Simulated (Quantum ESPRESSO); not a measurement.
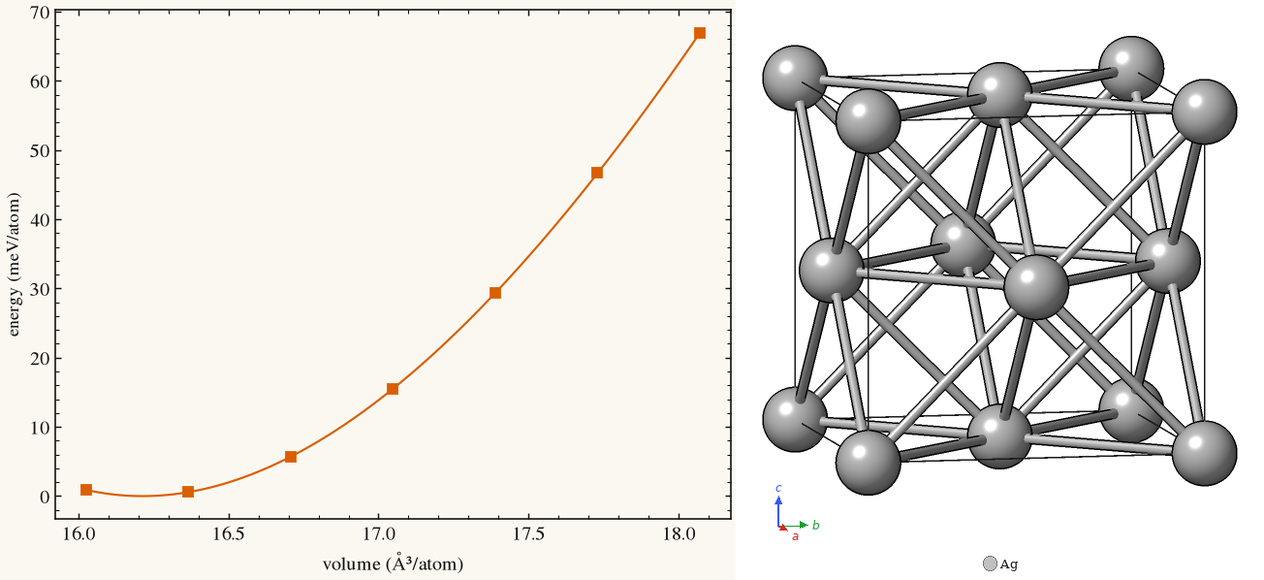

Plotted: energy against volume for Ag, space group Fm-3m (No. 225). The conventional cell is drawn beside the plot.

Structure:
```cif
data_structure
_symmetry_space_group_name_H-M 'P 1'
_symmetry_Int_Tables_number 1
_cell_length_a 2.8889
_cell_length_b 2.8889
_cell_length_c 2.8889
_cell_angle_alpha 60.000
_cell_angle_beta 60.000
_cell_angle_gamma 60.000
_cell_volume 17.05
loop_
_atom_site_label
_atom_site_type_symbol
_atom_site_fract_x
_atom_site_fract_y
_atom_site_fract_z
_atom_site_occupancy
Ag1 Ag 0.00000 0.00000 0.00000 1
```

Method: plane-wave DFT, no spin polarisation; energies at scaled volumes of the given cell, shape and fractions fixed, counted from the fit's minimum, third-order Birch-Murnaghan fit (Quantum ESPRESSO 7.5). Level: AM05 with D4.

```json
{"setting": "k mesh", "value": "11×11×11"}
{"setting": "occupations", "value": "Fermi–Dirac"}
{"setting": "smearing width", "value": "0.05 eV"}
{"setting": "potentials", "value": "PseudoDojo 0.4.1 SR PBE standard"}
{"setting": "wave cutoff", "value": "1116 eV"}
{"setting": "density cutoff", "value": "4463 eV"}
```

This calculation gives: equilibrium volume 16.21 Å³/atom and bulk modulus 130 GPa.

Now the level changes from AM05 with D4 to PW86PBE with D4. How do these quantities change?

The equilibrium volume rises from 16.21 to 17.82 Å³/atom (+10 %) and the bulk modulus falls from 130 to 93 GPa (−28 %).

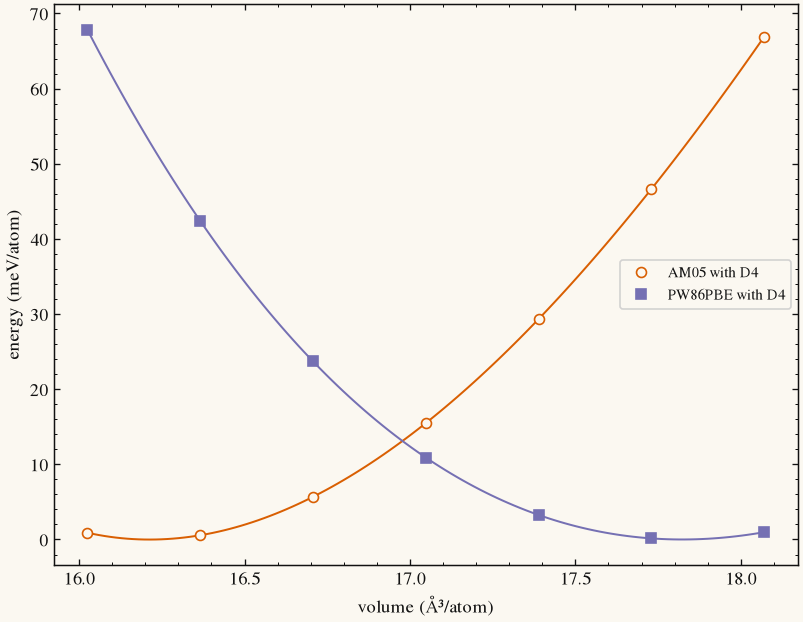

The two results together.

For both, limits of the calculation: potentials made for another functional.

V0 and the bulk modulus come from third-order Birch–Murnaghan fits.
